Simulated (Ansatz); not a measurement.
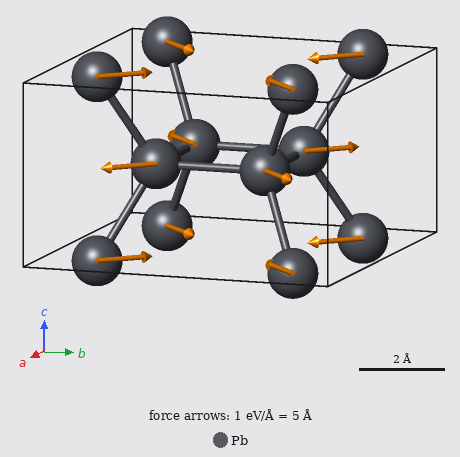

A changed version of a symmetric starting cell of Pb (made from another compound by putting Pb in place of Si), with the computed forces as orange arrows. Besides, all lengths are scaled by −3.6 % (volume −10.4 %). Style: ball-and-stick. Shown: the conventional cell (2 times the calculation's cell), slightly off an axis. Lengths and directions refer to the drawn axes.

Computed with Ansatz, DFT PBE, scalar-relativistic, plane waves, PAW. Settings: plane-wave cutoff 420 eV; k-point mesh 12 × 12 × 12; occupations gaussian; smearing width 0.1 eV; no spin polarisation.

How do the forces relate to the distortion?

The atoms keep their fractional coordinates. No relaxation follows. The starting cell wasn't computed here and needn't be at equilibrium, so pressure and forces aren't due to the change alone. The pressure is 21.4 GPa (not all of it need come from the change, since the unchanged cell can be under pressure at this level too). The principal stresses (compression positive) are 22.7 GPa along c and 20.8 GPa across it. The largest forces, 0.29 eV/Å, act on 4 Pb atoms of the calculation's cell. Near-neighbour distances before and after: Pb–Pb 2.828 → 2.727 Å, Pb–Pb 2.786 → 2.686 Å. The space group stays I4/mmm (No. 139).
